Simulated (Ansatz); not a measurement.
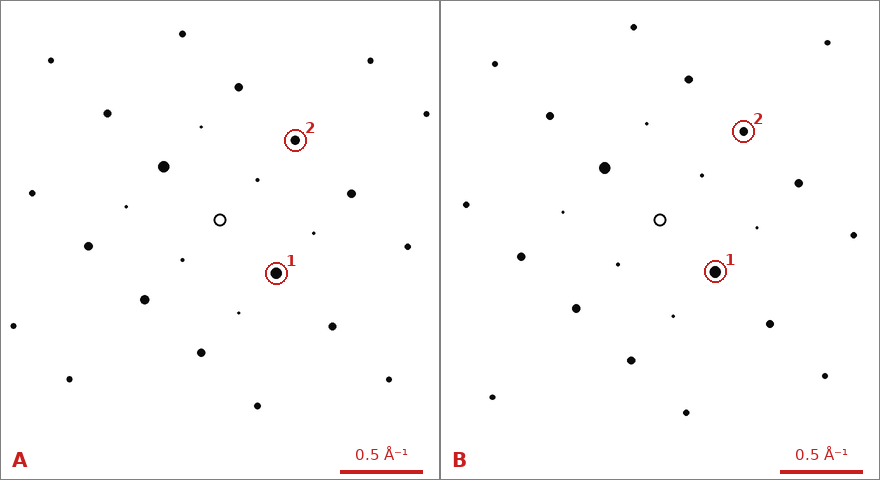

Kinematic electron diffraction patterns (300 kV, B = 0.5 Å², same scale) along [011] of the run's own cell, for the start and the end of one relaxation of NiGe with DFT PBE, scalar-relativistic, plane waves, PAW in Ansatz. k mesh 16×16×12. The start is a generated model structure, and the relaxation ends in the nearest stationary point of its symmetry, not necessarily the ground state. Spot 1 is 0 -1 1 and spot 2 is 2 0 0 in both.

Start structure:

```
Ni Ge
1.0
     2.67194    0.00000    0.00000
     0.00000    2.67194    0.00000
     0.00000    0.00000    3.63384
Ni Ge
1 1
Direct
  0.00000 0.00000 0.00000
  0.50000 0.50000 0.50000
```

Q: Which pattern belongs to the start structure, and which to the relaxed one?

A: B is the start: its cell gives d(1) = 2.153 Å, d(2) = 1.336 Å and an angle of 90.0°. A is the relaxed structure, with d(1) = 2.105 Å (-2.2 %), d(2) = 1.488 Å (+11.4 %) and 90.0°.

Q: What did the relaxation do to the structure and the energy?

A: The volume changed by +1.7 % to 13.19 Å³ an atom; the fractional coordinates hardly changed; the space group went from P4/mmm (No. 123) to Pm-3m (No. 221); the free energy fell by 76 meV an atom. Relaxed cell: a = 2.977 Å, b = 2.977 Å, c = 2.976 Å, α = 90.00°, β = 90.00°, γ = 90.00°.
